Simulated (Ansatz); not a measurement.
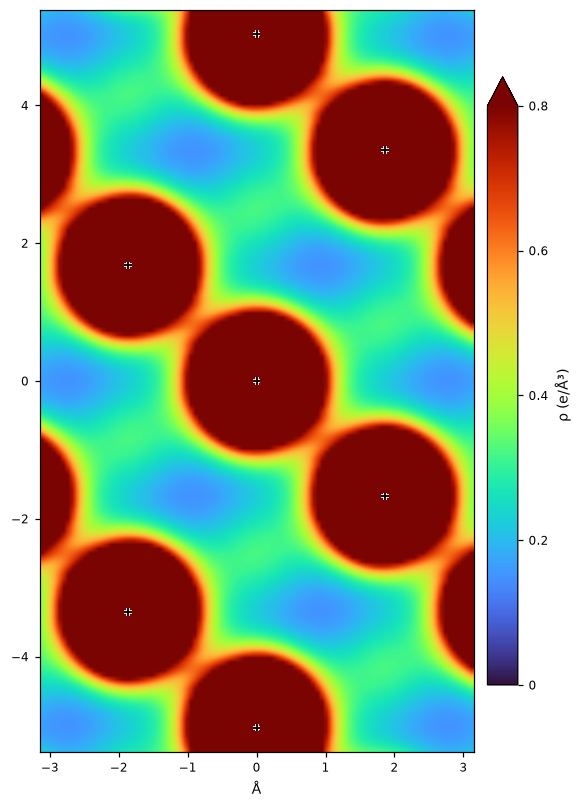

The valence electron density on a plane through atoms (crosses mark nuclei in the plane).

The calculation used Ansatz 0.2.0, DFT LDA, scalar-relativistic, plane waves, PAW.

Candidates:
A. Pt, a = 2.90 Å, b = 2.90 Å, c = 5.60 Å, α = 90.00°, β = 90.00°, γ = 120.00°. Space group R-3m; changed on purpose from its base cell (equal engineering shear yz, xz and xy -0.1500, equal normal strain along x, y and z -0.0200); computed pressure about 50 GPa in this cell; PAW files of the earlier set (soft_1).
B. C, a = 2.44 Å, b = 2.44 Å, c = 33.17 Å, α = 90.00°, β = 90.00°, γ = 120.00°. Space group R-3m; PAW files of the earlier set (soft_1).

### Which system is this?

Candidate A: Pt on the (110) plane of the conventional cell, which holds Pt. Pt–Pt (2.51 Å): the density is about 0.62 e/Å³ at the midpoint.
